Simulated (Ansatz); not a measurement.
Cell and atoms:

```cif
data_structure
_symmetry_space_group_name_H-M 'P 4/m m m'
_symmetry_Int_Tables_number 123
_cell_length_a 3.9765
_cell_length_b 3.9765
_cell_length_c 3.8836
_cell_angle_alpha 90.000
_cell_angle_beta 90.000
_cell_angle_gamma 90.000
_cell_volume 61.41
loop_
_atom_site_label
_atom_site_type_symbol
_atom_site_symmetry_multiplicity
_atom_site_Wyckoff_symbol
_atom_site_fract_x
_atom_site_fract_y
_atom_site_fract_z
_atom_site_occupancy
Sr1 Sr 1 a 0.00000 0.00000 0.00000 1
Ti1 Ti 1 d 0.50000 0.50000 0.50000 1
O1 O 2 e 0.50000 0.00000 0.50000 1
O2 O 1 c 0.50000 0.50000 0.00000 1
```

What crystal do these data define?

Answer. Its composition is SrTiO₃. Strictly the space group is P4/mmm (No. 123, within 0.01 Å). It is a distorted form of a primitive cubic structure, space group Pm-3m (No. 221) within 0.25 Å: cubic perovskite. Cell content 1 Sr, 1 Ti, 3 O; Z = 1. Sr bonds to twelve O in a cuboctahedral arrangement at 2.78 to 2.81 Å. Each Ti is bonded to six O in an octahedral arrangement at 1.94 to 1.99 Å. Each O atom is coordinated by four Sr and two Ti in a distorted octahedral arrangement (2.78 to 2.81 Å to Sr, 1.94 to 1.99 Å to Ti). The bonds build a three-dimensional framework.

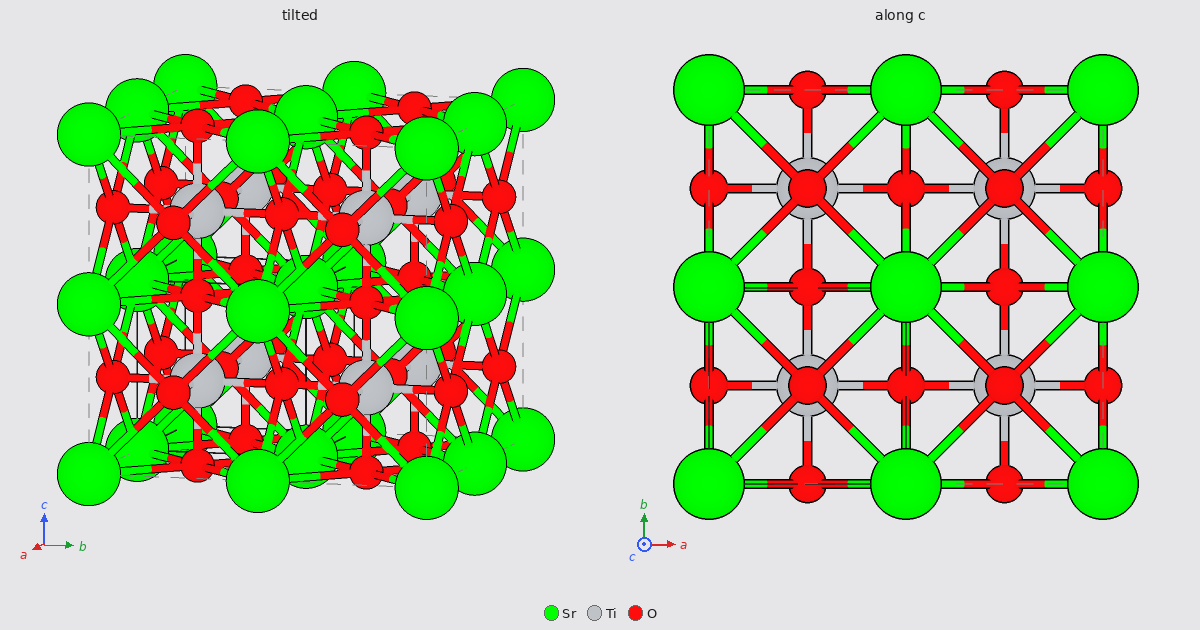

Ball-and-stick representation of a periodic structure, projected slightly off an axis and along the c axis. The structure is repeated 2×2×2 times; solid lines mark one unit cell.

The initial geometry was a structure listed in the Materials Project. The cell was then strained or its atoms displaced on purpose. Ansatz was used for an electronic-structure calculation on it.
